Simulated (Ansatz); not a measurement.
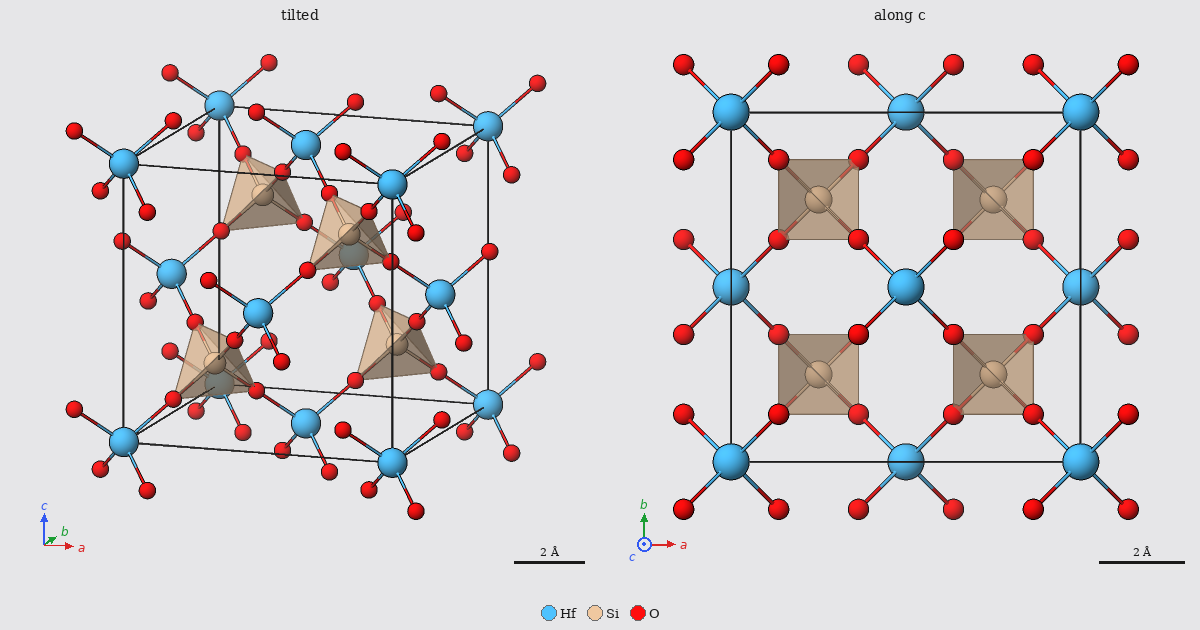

A polyhedral rendering, viewed slightly off an axis and along the c axis. The edges of the conventional unit cell are marked. Some neighbours outside the box are added. Cell: a = 8.26 Å, b = 8.26 Å, c = 8.26 Å, α = 90.00°, β = 90.00°, γ = 90.00°.

It goes back to a structure type filled with these elements by a generator (whether the compound takes this form wasn't checked). Earlier steps of the study may have refined or changed the cell and positions. Ansatz was used for an electronic-structure calculation on it.

Caption:

Answer. It has the composition HfSiO4. The structure has F-43m (No. 216) symmetry and a face-centred cubic lattice. It has 24 atoms to the cell (4 Hf, 4 Si, 16 O). The polyhedra are SiO4 tetrahedra; they share no atoms with one another. Hf is linked to four O in a tetrahedral arrangement at about 1.9 Å. Each Si is bonded to four O in a tetrahedral arrangement at about 1.6 Å. Each O has one Hf and one Si in a nearly linear arrangement (about 1.9 Å to Hf, 1.6 Å to Si). The bonds build a three-dimensional framework.

Level of theory and settings: DFT PBEsol, scalar-relativistic, plane waves, PAW (Ansatz 0.2.0), plane-wave cutoff 420 eV, k-points about 0.22 Å⁻¹ apart, Gaussian smearing of 0.02 eV, no spin polarisation.

Is it conducting or gapped at this level?

Answer. An insulator at this level, with a gap of 4.87 eV, direct.

State the Bader charges by element.

Answer. Hf +2.60 e; Si +3.26 e; O -1.46 e.

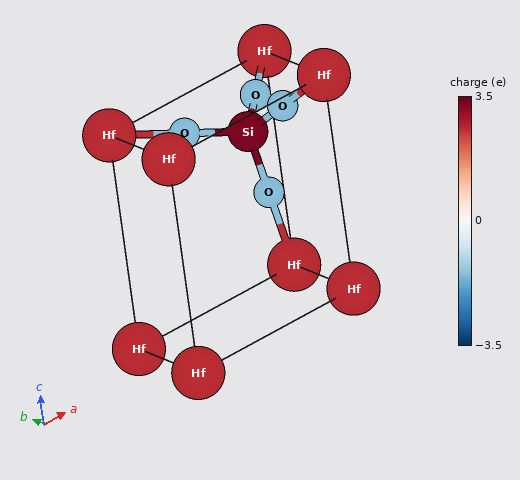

The atoms coloured by those charges. The run's cell of 6 atoms is drawn, so axes and origin can differ from the first picture.

Is the structure in equilibrium?

Answer. No. The largest force is 0.15 eV/Å, on O. The pressure is -1.9 GPa, so the cell would contract.
